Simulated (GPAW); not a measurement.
System: layered hexagonal BN, space group P6_3/mmc (No. 194), 4 atoms in the cell.

```xyz
4
Lattice="2.5482 0.0000 0.0000 -1.2741 2.2068 0.0000 0.0000 0.0000 6.7684" Properties=species:S:1:pos:R:3 pbc="T T T"
N     1.2741    0.7356    1.6921
N     0.0000    1.4712    5.0763
B     1.2741    0.7356    5.0763
B     0.0000    1.4712    1.6921
```

Level of theory: PBEsol, PAW data sets generated in the run's folder for this functional, no spin polarisation, no spin-orbit coupling, 12×12×4 k mesh, 800 eV cutoff; code GPAW 26.7.0.

What does the calculation give for the electronic structure? The path is Γ–M–K–Γ–A–L–H–A|L–M|K–H.

The bands leave a gap. The gap along this path is 4.08 eV and indirect, from the valence-band top between K and Γ to the conduction-band bottom at M; the smallest direct gap is 4.46 eV, at H. At H the top valence band lies only 0.04 eV lower. The direct gaps are 6.29 eV at Γ, 8.54 eV at A and 4.54 eV at M.

The cell is under a strain of +2 % (hydrostatic). LDA, GGA and most meta-GGA functionals understate gaps. The cell is at −12 GPa in this functional.

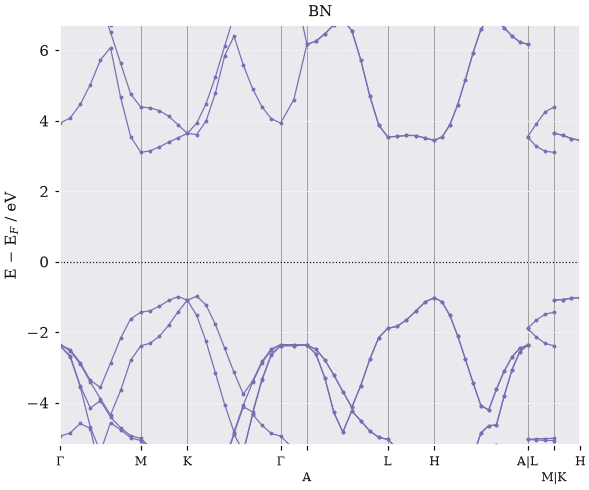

Band structure. Energies are counted from the Fermi level.
